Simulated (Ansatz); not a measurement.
# Single-point calculation, with input and output: Cu₃N

System: Cu₃N (Pm-3m, 4 atoms in the cell).
Method: DFT, PBE, plane waves, PAW, no spin polarisation (Ansatz 0.2.0).

The structure derives from an entry of the Crystallography Open Database. The geometry comes from this level: r2SCAN. It belongs to a series of runs on one base structure; here: scf.mixing.beta = 1.0. Figures and captions count atoms from 1; the log counts them from 0 in places.

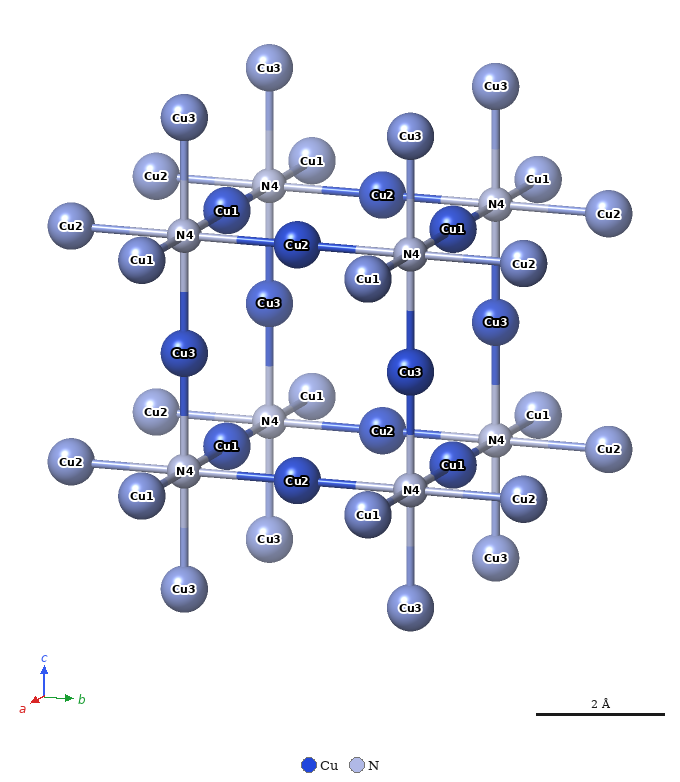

Fig. 1: The structure as given in the input (ball-and-stick view of the cell of the calculation, seen slightly off an axis; neighbours outside the cell are drawn fainter; atoms are numbered from 1 in the order of the input). An atom can appear more than once, as a periodic image.

Input
```yaml
crystal:
  lattice:
    - [3.7893700817, 0.0, 0.0]
    - [0.0, 3.7893700817, 0.0]
    - [0.0, 0.0, 3.7893700817]
  atoms:
    - { symbol: Cu, position: [0.5, 0.0, 0.0] }
    - { symbol: Cu, position: [0.0, 0.5, 0.0] }
    - { symbol: Cu, position: [0.0, 0.0, 0.5] }
    - { symbol: "N", position: [0.0, 0.0, 0.0] }
kpoints:
  mp_grid: { grid: [4, 4, 4] }
hamiltonian:
  xc: pbe
scf:
  occupations: { method: fermi_dirac, width: 0.02 }
  n_extra_bands: 5
  mixing: { beta: 1.0 }
  max_iter: 63
output:
  forces: true
  stress: true
  eigenvalues: true
```

Run as:
```bash
ansatz run input.yaml --threads 4 --pin off --max-ram 3686MiB --backend cpu --events-out ev --progress --plain --runs-dir out
```

The program's output
```
scf.n_extra_bands = 5 over 31 filled bands (N_el = 62.0): the run solves 36 bands
Engine: ansatz 0.2.0, aarch64-unknown-linux-gnu
Pseudopotentials: kind: paw
Pseudopotential: Cu, paw, valence charge 19, recommended cutoff 420 eV (normal), Cu.paw.azcp
Pseudopotential: N, paw, valence charge 5, recommended cutoff 420 eV (normal), N.paw.azcp
Functional definition: PBE
  parameter kappa = 0.804
  parameter beta = 0.06672455060314922
  exchange = pbe_x(kappa = kappa, mu = beta*pi^2/3)
  correlation = pbe_c(beta = beta)
Crystal: 4 atoms, lattice volume = 54.413 Å³
Basis set: ecut = 420 eV, 1045 PW (Γ), exchange–correlation on 54×54×54 points (8 copies of the dense FFT grid, shifted against one another)
Bands: 36, of which v1, the nominal top of the filled ones, is band 31 counted from 1 (30 counted from 0)
Symmetry: 48 space group operations
Space group: Pm-3m (ITA 221), of the structure as read, at distance tolerance 3.8e-5 Å
k-points: 10 of 64
Non-local potential: Cu, projectors of the file, l = 0: 3, l = 1: 2, l = 2: 3, l = 3: 1
Non-local potential: N, projectors of the file, l = 0: 2, l = 1: 2, l = 2: 1
PAW form: soft (Blöchl's): semilocal exchange-correlation on the pseudo side does not see the compensation charge
PAW one-centre angular grid: Cu, 590 points (default); XC on 64 Gauss nodes
PAW one-centre angular grid: N, 110 points (default); XC on 64 Gauss nodes
Initial density: superposition of atomic densities (neutral atoms: chi_scale 0, normalization atom), corrected by the library's trained network
Initial wavefunctions: pseudopotential atomic-orbital guess
Functional: x = pbe(κ = 0.804, μ = 0.2195149727645171), c = pbe(β = 0.06672455060314922)
SCF iter   1: F=—  HF=-20258.254977 eV  |F-HF|=—  |Δ(HF+E_count)|=         —  Δρ=6.07e-3  dr2=1.34e-2  ethr=1.77e-3  ⟨swp⟩=5.6  Hψ=1218  notcnv=0
preconditioner: auto → Resta (q_TF=auto, 2.788 Å⁻¹)  ε∞=14.1  [insulator: Δε(μ)=0.140 eV  Ē_g=8.570 eV  σ=0.020 eV  W_gap=0.94  n_scr=18 (ndim 8)  ℏωp=31.0 eV  f_vac=0.117  D(μ)=0.27/eV (n_scr^D=0)  ε∞_Penn≈14.1]
SCF iter   2: F=—  HF=-20258.264442 eV  |F-HF|=—  |Δ(HF+E_count)|=   9.47e-3  Δρ=1.23e-2  dr2=4.28e-2  ethr=2.15e-5  ⟨swp⟩=2.9  Hψ=808  notcnv=0  defer=8
preconditioner: auto → LDOS  [metal: Δε(μ)=0.029 eV  Ē_g=8.488 eV  σ=0.020 eV  W_gap=0.35  n_scr=18 (ndim 8)  ℏωp=31.0 eV  f_vac=0.117  D(μ)=2.05/eV (n_scr^D=18)  β=1 kept]
SCF iter   3: F=—  HF=-20258.254305 eV  |F-HF|=—  |Δ(HF+E_count)|=   1.01e-2  Δρ=3.25e-3  dr2=3.55e-3  ethr=2.15e-5  ⟨swp⟩=2.7  Hψ=717  notcnv=0  defer=8
SCF iter   4: F=—  HF=-20258.253298 eV  |F-HF|=—  |Δ(HF+E_count)|=   1.01e-3  Δρ=3.31e-4  dr2=6.38e-5  ethr=5.73e-6  ⟨swp⟩=2.0  Hψ=542  notcnv=0  defer=8
SCF iter   5: F=—  HF=-20258.253259 eV  |F-HF|=—  |Δ(HF+E_count)|=   3.88e-5  Δρ=2.74e-4  dr2=2.94e-5  ethr=1.03e-7  ⟨swp⟩=2.4  Hψ=636  notcnv=0  defer=8
SCF iter   6: F=—  HF=-20258.253255 eV  |F-HF|=—  |Δ(HF+E_count)|=   4.09e-6  Δρ=5.54e-5  dr2=8.71e-7  ethr=4.74e-8  ⟨swp⟩=2.0  Hψ=467  notcnv=0  defer=8
SCF iter   7: F=-20258.253254 eV  HF=-20258.253254 eV  |F-HF|=5.09e-9  |Δ(HF+E_count)|=   1.58e-7  Δρ=5.71e-6  dr2=1.38e-8  ethr=1.61e-10  ⟨swp⟩=5.6  Hψ=1650  notcnv=0
SCF 1 converged in 7 iterations: F = -20258.253254 eV  dr2 = 1.38e-8
  greatest PAW one-centre occupation: 1.000 electrons in one spin orbital (limit 2), on the Cu atom at site 2 (counted from 0), in its partial waves of l = 0
```

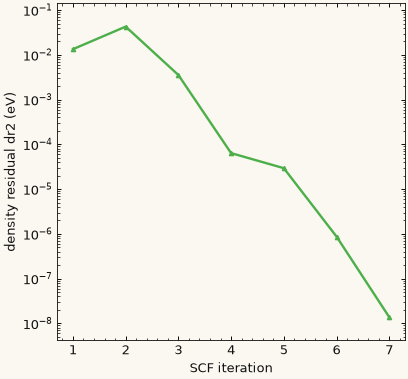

Fig. 2: Convergence of the self-consistent field: density residual dr2 against the SCF iteration. The residual comes down, with one marked jump up, by a factor of about 3, at step 2.

```
SCF converged after 7 iterations
Free energy (F): -20258.253254 eV
Harris-Foulkes:  -20258.253254 eV  (|F-HF|=5.09e-9)
Internal energy: -20258.252180 eV  (E = F + TS)
E sigma→0 (E₀):  -20258.252717 eV
Entropy (-TS):   -0.001074 eV (-0.269 meV/atom)
Fermi energy:    11.598377 eV
--- Per-component energies (eV) ---
  E_band       = -1371.908583
  E_kinetic    = 1029.236835
  E_local      = -15359.771749  (includes V_loc(G=0)·N_el)
  E_nonlocal   = 1225.916568
  E_hartree    = 6769.691765
  E_xc         = -325.786313
  E_vxc        = -419.139744  (∫ρ·V_xc dr)
  E_paw        = -5123.234572  (= ΣΔE_a)
  E_vpaw       = -1387.544036  (= ΣTr[D̂ρ^β])
  E_aug_tail   = 0.000787  (compensation charges beyond the density's cutoff)
  E_ewald      = -8474.305502
  E_smearing   = -0.001074  (= −TS)
  E_closure    = 0.000000  (closes the sum)
  Σ components = -20258.253254   (vs F -20258.253254, Δ=0.00e0)
--- Forces (eV/Å), atoms counted from 1 ---
  atom   1  Cu     0.00000000    -0.00000000     0.00000000
  atom   2  Cu     0.00000000     0.00000000     0.00000000
  atom   3  Cu     0.00000000    -0.00000000     0.00000000
  atom   4  N     -0.00000000    -0.00000000     0.00000000
  max |Σ_I F_I| component: 9.86e-29 eV/Å
--- Stress (GPa, compression-positive) ---
        4.413512       0.000000       0.000000
        0.000000       4.413512       0.000000
        0.000000       0.000000       4.413512
  P = ⅓ Tr σ = 4.4135 GPa (44.135 kbar)
--- Band table (eV; the first three rows and the last of 10) ---
  k-point 0: bands = ["-101.0959", "-101.0886", "-101.0886", "-58.6736", "-58.6736", "-58.6736", "-58.3849", "-58.3849", "-58.3849", "-58.3811", "-58.3811", "-58.3811", "-5.5171", "6.1263", "6.6214", "6.6214", "6.6214", "7.5708", "7.5708", "7.5708", "7.9932", "7.9932", "8.9527", "8.9527", "9.1459", "9.1459", "9.1459", "9.6950", "9.6950", "9.6950", "9.7376", "12.6037", "16.8608", "16.8608", "18.1173", "18.1173"]
  k-point 1: bands = ["-101.0949", "-101.0895", "-101.0886", "-58.6732", "-58.6732", "-58.6729", "-58.3859", "-58.3846", "-58.3846", "-58.3818", "-58.3818", "-58.3812", "-5.3080", "4.9261", "6.1721", "6.1721", "6.7294", "7.6298", "7.9929", "7.9929", "8.0041", "8.2455", "8.9564", "9.0844", "9.1514", "9.1514", "9.2906", "9.5824", "9.6952", "9.8684", "9.8684", "13.0947", "15.2784", "17.2517", "18.3947", "18.3947"]
  k-point 2: bands = ["-101.0934", "-101.0910", "-101.0886", "-58.6727", "-58.6727", "-58.6721", "-58.3868", "-58.3838", "-58.3838", "-58.3830", "-58.3830", "-58.3813", "-5.0763", "3.8623", "5.8931", "5.8931", "7.5524", "7.6944", "7.8254", "8.2009", "8.2009", "8.6185", "8.9409", "8.9413", "9.0173", "9.1556", "9.1556", "9.3286", "9.6955", "10.1061", "10.1061", "13.1476", "14.8867", "18.3713", "18.7482", "18.7482"]
  k-point 9: bands = ["-101.0910", "-101.0910", "-101.0910", "-58.7131", "-58.6515", "-58.6515", "-58.4014", "-58.4014", "-58.4014", "-58.3666", "-58.3666", "-58.3666", "-4.1530", "3.5814", "3.5814", "3.5814", "7.8285", "8.4722", "8.4722", "8.4722", "8.4989", "8.4989", "8.4989", "9.3446", "9.3446", "9.6519", "9.6519", "9.6519", "11.5504", "11.5504", "11.5504", "12.2375", "12.2375", "12.2375", "17.6590", "19.6433"]
```

Key numbers

| quantity | value |
| --- | --- |
| outcome | converged |
| space group (tolerance 0.01 Å) | Pm-3m (221) |
| electrons treated | 62 |
| free energy | −20258.2533 eV |
| Fermi energy | 11.598 eV |
| band gap | 0.10 eV |
| pressure | 4.41 GPa |
| largest force (length of the vector) | under 0.001 eV/Å |
| hardware | 4 threads of Arm Neoverse V1, 112 GiB of memory available, shared host |
| wall time | 0.93 s (CPU time 2.4 s) |
| peak memory | 0.29 GiB |

Remarks

Settings chosen away from the usual ones: scf.mixing.beta = 1.0.
